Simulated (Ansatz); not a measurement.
## ZrS: 5 runs along one coordinate

System: ZrS (I4/mmm, 2 atoms in the cell).
Method: DFT PBEsol, scalar-relativistic, plane waves, PAW, no spin polarisation (Ansatz 0.2.0).

The 5 runs differ only in the geometry, by a strain of the cell at fixed fractional positions. Against run 3, the strain is εxx = η and εyy = η. The structure derives from an entry of the Crystallography Open Database.

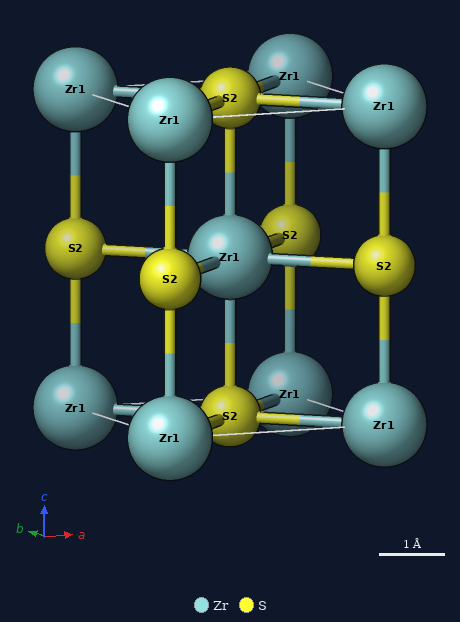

Figure 1. The structure of run 3 (ball-and-stick view of the cell 2 times as large as that of the calculation, set on its symmetry axes, seen slightly off an axis; atoms are numbered from 1 in the order of the input).

## Input of run 3
```yaml
crystal:
  lattice:
    - [0.0, 2.58307535, 2.5055830895]
    - [2.58307535, 0.0, 2.5055830895]
    - [2.58307535, 2.58307535, 0.0]
  atoms:
    - { symbol: Zr, position: [0.0, 0.0, 0.0] }
    - { symbol: S, position: [0.5, 0.5, 0.5] }
basis:
  ecutwfc: 420
kpoints:
  mp_grid: { grid: [20, 20, 20] }
hamiltonian:
  xc: pbesol
scf:
  occupations: { method: gaussian, width: 0.15 }
output:
  forces: true
  stress: true
  eigenvalues: true
```

Command:
```bash
ansatz run input.yaml --threads 2 --pin off --max-ram 5120MiB --backend cpu --events-out ev --progress --plain --runs-dir out
```

Run 4 differs from it as follows:
```diff
-    - [0.0, 2.58307535, 2.5055830895]
-    - [2.58307535, 0.0, 2.5055830895]
-    - [2.58307535, 2.58307535, 0.0]
+    - [0.0, 2.6218214802, 2.5055830895]
+    - [2.6218214802, 0.0, 2.5055830895]
+    - [2.6218214802, 2.6218214802, 0.0]
```

## Results, with one run withheld

| run | strain parameter η (%) | free energy per atom, from the lowest run given (meV) | pressure (GPa) |
| --- | --- | --- | --- |
| 1 | −3.0000 | 51.71 | 16.52 |
| 2 | −1.5000 | 14.36 | 10.36 |
| 3 | 0.0000 | 0.00 | 5.22 |
| 4 | 1.5000 | ? | ? |
| 5 | 3.0000 | 25.65 | −2.58 |

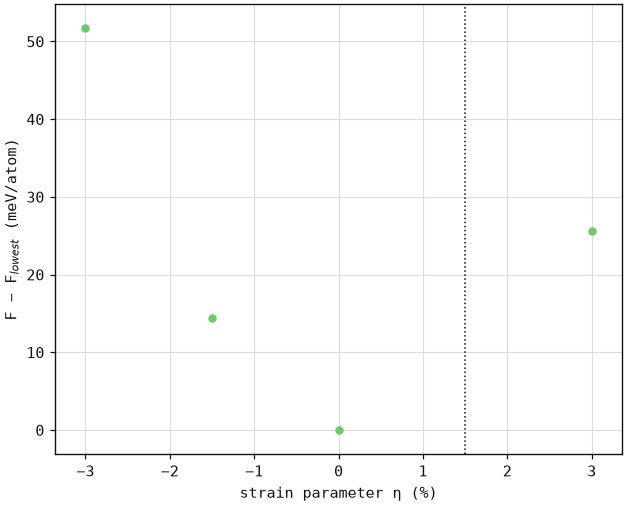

Figure 2. Free energy per atom of the runs given; the dotted line marks run 4.

What should run 4 give?

A quadratic polynomial in the coordinate, fitted to the 4 runs given, misses them by at most 1.06 meV per atom. With x = η + 0.3750, it reads F = 1.4139 − 7.5335 x + 4.3715 x² (meV per atom). At run 4 it gives 2.66 meV per atom, and the run itself gives 4.86. The fit has its minimum at η = 0.4867 %. So low a polynomial doesn't follow these energies more closely.

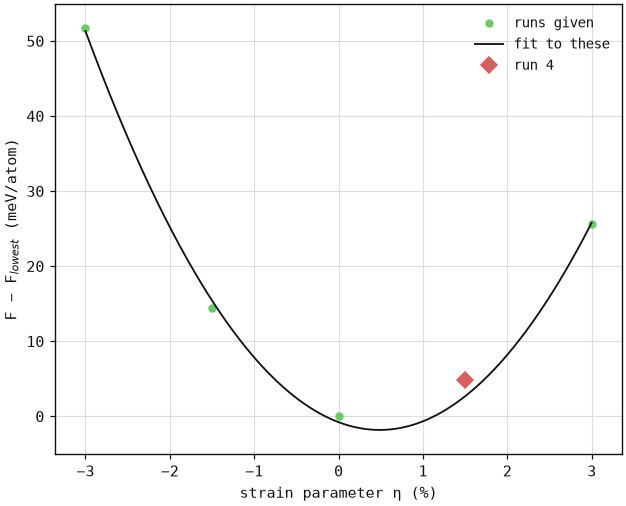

Figure 3. The fit and the withheld run.

## Output, shortened to warnings, some set-up lines, iterations and results (run 4)
```
Basis set: ecut = 420 eV, 661 PW (Γ), exchange–correlation on 50×50×50 points (8 copies of the dense FFT grid, shifted against one another)
Symmetry: 16 space group operations
k-points: 641 of 8000
Initial density: superposition of atomic densities (neutral atoms: chi_scale 0, normalization atom), corrected by the library's trained network
[...]
SCF iter   1: F=—  HF=-5016.566658 eV  |F-HF|=—  |Δ(HF+E_count)|=         —  Δρ=3.90e-3  dr2=5.83e-3  ethr=1.77e-3  ⟨swp⟩=5.5  Hψ=104522  notcnv=0
SCF iter   2: F=—  HF=-5016.563835 eV  |F-HF|=—  |Δ(HF+E_count)|=   2.82e-3  Δρ=2.58e-3  dr2=2.53e-3  ethr=3.24e-5  ⟨swp⟩=1.5  Hψ=16599  notcnv=0
SCF iter   3: F=—  HF=-5016.563127 eV  |F-HF|=—  |Δ(HF+E_count)|=   7.08e-4  Δρ=6.31e-4  dr2=9.71e-5  ethr=1.41e-5  ⟨swp⟩=2.1  Hψ=14079  notcnv=0
SCF iter   4: F=—  HF=-5016.563121 eV  |F-HF|=—  |Δ(HF+E_count)|=   6.11e-6  Δρ=2.49e-4  dr2=1.35e-5  ethr=5.40e-7  ⟨swp⟩=2.8  Hψ=15007  notcnv=0
SCF iter   5: F=—  HF=-5016.563120 eV  |F-HF|=—  |Δ(HF+E_count)|=   1.42e-6  Δρ=5.52e-5  dr2=1.31e-6  ethr=7.50e-8  ⟨swp⟩=2.1  Hψ=14897  notcnv=0
SCF iter   6: F=-5016.563119 eV  HF=-5016.563119 eV  |F-HF|=1.30e-8  |Δ(HF+E_count)|=   3.93e-7  Δρ=8.82e-6  dr2=3.21e-8  ethr=5.56e-10  ⟨swp⟩=5.6  Hψ=49328  notcnv=0
SCF 1 converged in 6 iterations: F = -5016.563119 eV  dr2 = 3.21e-8
SCF converged after 6 iterations
Free energy (F): -5016.563119 eV
Harris-Foulkes:  -5016.563119 eV  (|F-HF|=1.30e-8)
Internal energy: -5016.548536 eV  (E = F + TS)
E sigma→0 (E₀):  -5016.555828 eV
Entropy (-TS):   -0.014584 eV (-7.292 meV/atom)
Fermi energy:    15.261138 eV
--- Per-component energies (eV) ---
  E_band       = -59.968526
  E_kinetic    = 446.775319
  E_local      = -673.401406  (includes V_loc(G=0)·N_el)
  E_nonlocal   = 109.538197
  E_hartree    = 212.871482
  E_xc         = -259.752561
  E_vxc        = -282.013776  (∫ρ·V_xc dr)
  E_paw        = -3484.450715  (= ΣΔE_a)
  E_vpaw       = -86.613870  (= ΣTr[D̂ρ^β])
  E_aug_tail   = 0.000025  (compensation charges beyond the density's cutoff)
  E_ewald      = -1368.356548
  E_core_change = 0.227670  (= ΣΔE_core)
  E_smearing   = -0.014584  (= −TS)
  E_closure    = 0.000000  (closes the sum)
  Σ components = -5016.563119   (vs F -5016.563119, Δ=0.00e0)
--- Forces (eV/Å), atoms counted from 1 ---
  atom   1  Zr    -0.00000000    -0.00000000     0.00000000
  atom   2  S      0.00000000     0.00000000    -0.00000000
  max |Σ_I F_I| component: 2.37e-30 eV/Å
--- Stress (GPa, compression-positive) ---
       -4.193358       0.000000       0.000000
        0.000000      -4.193358       0.000000
        0.000000       0.000000      11.233984
  P = ⅓ Tr σ = 0.9491 GPa (9.491 kbar)
```
